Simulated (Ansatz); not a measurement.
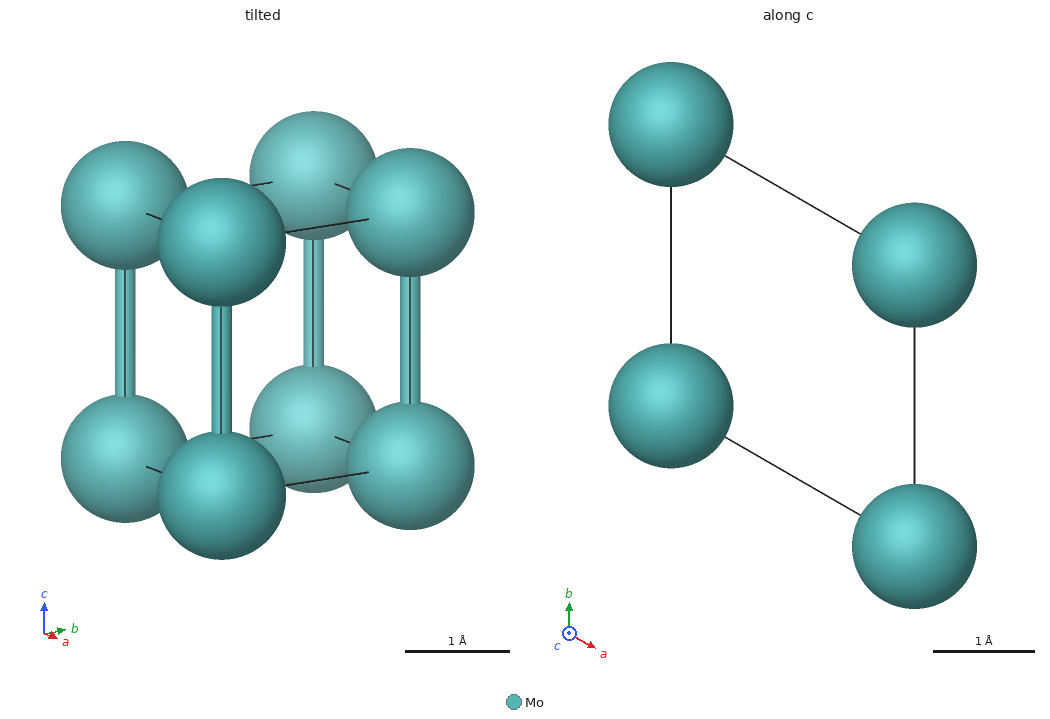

We look at a ball-and-stick model of the crystal slightly off an axis and along the c axis. Thin lines show the conventional unit cell, with boundary atoms drawn in all their periodic places. Cell: a = 2.790 Å, b = 2.790 Å, c = 2.458 Å, α = 90.00°, β = 90.00°, γ = 120.00°.

Explain the picture.

- The element is molybdenum.
- Space group: P6/mmm (No. 191). Lattice: primitive hexagonal.
- The arrangement is known as simple hexagonal.
- The cell holds one atom.
- The numbers of neighbours within bonding distance are Mo 2. Not all metal-metal contacts are counted.

The cell started as a structure listed in the Materials Project. The cell was then strained or its atoms displaced on purpose. It was run through Ansatz as a DFT input.
